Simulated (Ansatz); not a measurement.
Consider MnO$_{2}$.

Input

```
crystal:
  lattice:
    - [2.904158, 0.0, 0.0]
    - [0.0, 3.84481, 0.0]
    - [0.0, 0.0, 6.164264]
  atoms:
    - { symbol: Mn, position: [0.5, 0.5, 0.3433015], spin: 4.0 }
    - { symbol: Mn, position: [0.0, 0.0, 0.6566985], spin: 4.0 }
    - { symbol: O, position: [0.5, 0.0, 0.8375675] }
    - { symbol: O, position: [0.0, 0.5, 0.1624325] }
    - { symbol: O, position: [0.5, 0.0, 0.4217995] }
    - { symbol: O, position: [0.0, 0.5, 0.5782005] }
hamiltonian:
  xc: pbe
  pseudopotentials: { kind: paw }
magnetization:
  spin_polarized: true
kpoints:
  mp_grid: { grid: [7, 5, 4] }
scf:
  occupations: { method: fermi_dirac, width: 0.05 }
output:
  forces: true
  stress: true
  eigenvalues: true
  write_density: true
  write_potential: true
  elf: true
  volumetric_format: npy
```

Launched as:

```sh
ansatz run input.yaml --threads 2 --pin off --max-ram 5632MiB --backend cpu --events-out ev --progress --plain --runs-dir out
```

Below, planes, directions and counts refer to the conventional cell (a = 2.90 Å, b = 3.84 Å, c = 6.16 Å, α = 90.00°, β = 90.00°, γ = 90.00°).

Space group Pmmn; a structure from a database of computed crystals, not necessarily the ambient phase; not relaxed (largest force 0.8 eV/Å); computed pressure about −7 GPa in this cell; spin-polarised.

Method: Kohn-Sham DFT of a periodic cell, PBE, Ansatz PAW in Ansatz.

Q: Predict the valence pseudo-density, electron localisation function and spin density between the atoms.

A: Mn–O (1.98 Å): the density is about 0.63 e/Å³ at the midpoint; the ELF peaks at about 0.85 in the valence shell of O, 0.6 Å from its nucleus, and is about 0.25 at the midpoint: no shared electron pair shows on this line.
The spin density sits on Mn: +2.4 μB (×2) in one cell of 6 atoms, with smaller moments on other sites: O (up to +0.12 μB): parallel main moments (a ferromagnetic arrangement) in this solution. The cell of the calculation (6 atoms) carries 6.0 μB of net spin moment.

Q: Does the calculation give a band gap?

A: It is gapless in this calculation (a metal or semimetal); semilocal functionals without U, or without the true magnetic order, often close the gap of such compounds.

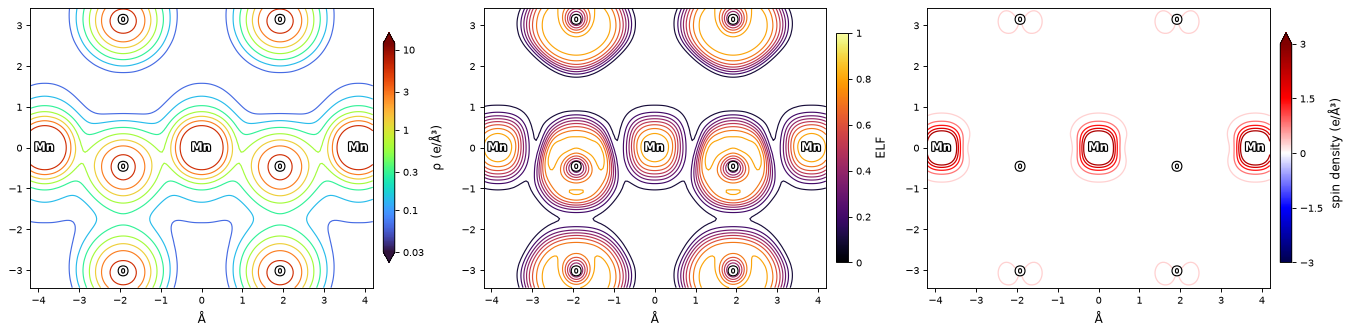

Computed valence pseudo-density, electron localisation function and spin density on the (100) plane of the conventional cell, in this order. 

The density is the valence pseudo-density of a PAW calculation; it isn't the true density close to the nuclei.
